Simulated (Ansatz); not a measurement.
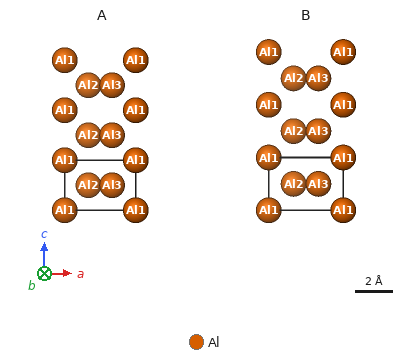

Two geometries of solid Al (built on the omega_191 type) (coarse preliminary run), drawn at one scale. One is the start of a relaxation, the other its converged end. The picture is a spheres-only view of the cell of the calculation, repeated 1 × 1 × 3 with one cell outlined, seen along the b axis.

The calculation used DFT r2SCAN, scalar-relativistic, plane waves, PAW (Ansatz). (plane-wave cutoff 500 eV; k-point mesh 6 × 6 × 6; occupations gaussian; smearing width 0.1 eV; no spin polarisation; cell and atoms relaxed; force threshold 0.04 eV/Å; at most 70 steps)

Which geometry has the lower energy?

Structure A is the relaxed one. Case: omega type (P6/mmm, No. 191). The atoms keep their places relative to the cell (all moves are under 0.005 Å). The volume changes by −13.8 %, with a = b 4.764 → 4.543 Å (−4.6 %), c 2.921 → 2.769 Å (−5.2 %). Among the contacts that change: Al1–Al1 2.921 → 2.769 Å, Al2–Al3 2.751 → 2.623 Å. The space group stays P6/mmm (No. 191). The energy falls by 0.254 eV per cell of the calculation in 2 accepted moves (4 points after the start). All forces vanish by symmetry, so only the cell relaxes. The pressure goes from −8.92 to −0.01 GPa. The line search rejected the trial step at point 2 of the run. The SCF was repeated once at an unchanged geometry on a basis and grid sized afresh for the cell, which shifted the energy by 0.3 meV per cell of the calculation at most. The run took of the order of 14 core-seconds on a shared host.
